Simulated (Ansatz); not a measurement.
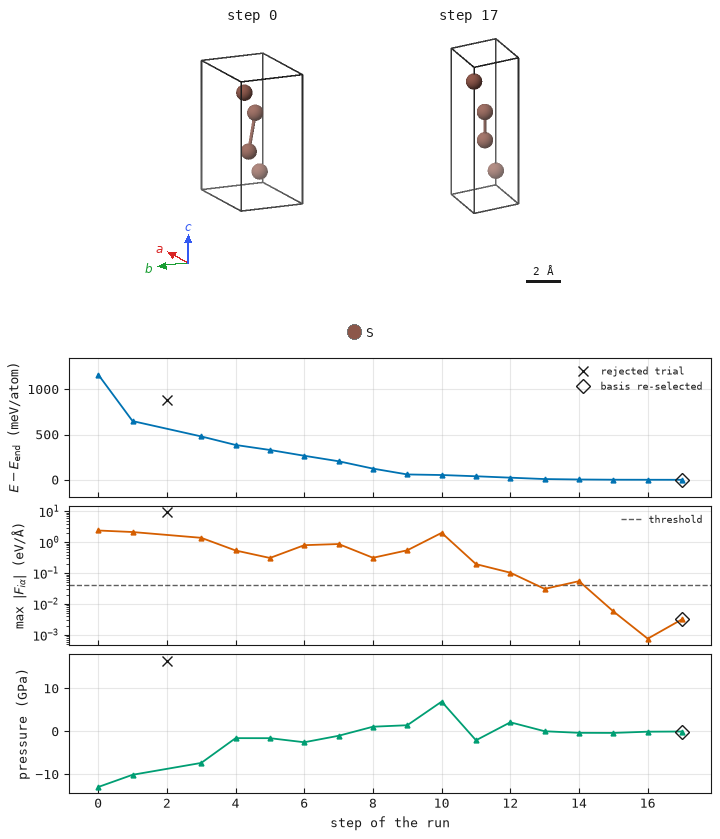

First and last geometry of a relaxation of a crystal of S (built on the iodine_64 type) (coarse preliminary run), with the history of the run. A ball-and-stick model of the cell of the calculation, seen from a free direction.

Case: iodine type (Cmce, No. 64).

Level of theory: DFT PBEsol, scalar-relativistic, plane waves, PAW in Ansatz 0.2.0.

Input
```yaml
crystal:
  lattice:
    - [3.1951044559, -2.1117196232, 0.0]
    - [3.1951044559, 2.1117196232, 0.0]
    - [0.0, 0.0, 8.6142306213]
  atoms:
    - { symbol: S, position: [0.85, 0.15, 0.117] }
    - { symbol: S, position: [0.65, 0.35, 0.617] }
    - { symbol: S, position: [0.15, 0.85, 0.883] }
    - { symbol: S, position: [0.35, 0.65, 0.383] }
basis:
  ecutwfc: 420
kpoints:
  mp_grid: { grid: [6, 6, 2] }
hamiltonian:
  xc: pbesol
scf:
  occupations: { method: gaussian, width: 0.1 }
  lower_state_search: "off"
output:
  forces: true
  stress: true
  eigenvalues: true
relax:
  adjacent_minimum: "off"
  f_tol: 0.04
  max_steps: 70
  cell: { stress_tol: 0.4 }
```

**What do the curves and the structures tell?**

It converged. The largest moves relative to the cell, 0.66 Å, are those of S1, S2, S3 and S4. S2 goes roughly along [−1 1 0]. Cell: a = b 3.830 → 2.988 Å (−22.0 %), c 8.614 → 9.739 Å (+13.1 %), γ 66.9° → 89.5°. Volume −25.2 %. Among the contacts that change: S1–S3 2.381 → 1.885 Å. The space group (tolerance 0.01 Å) goes from Cmce (No. 64) to Fmmm (No. 69). After 15 accepted moves (17 points after the start) the energy has fallen by 1162 meV per atom. The largest force component goes from 2.4 to 0.0032 eV/Å. Pressure: −12.96 GPa at the start and −0.03 GPa at the end. The line search rejected the trial step at point 2 of the run. At 1 point the geometry stayed and the basis and grid were re-selected for the new cell (energy shift of 0.4 meV per atom at most each time).
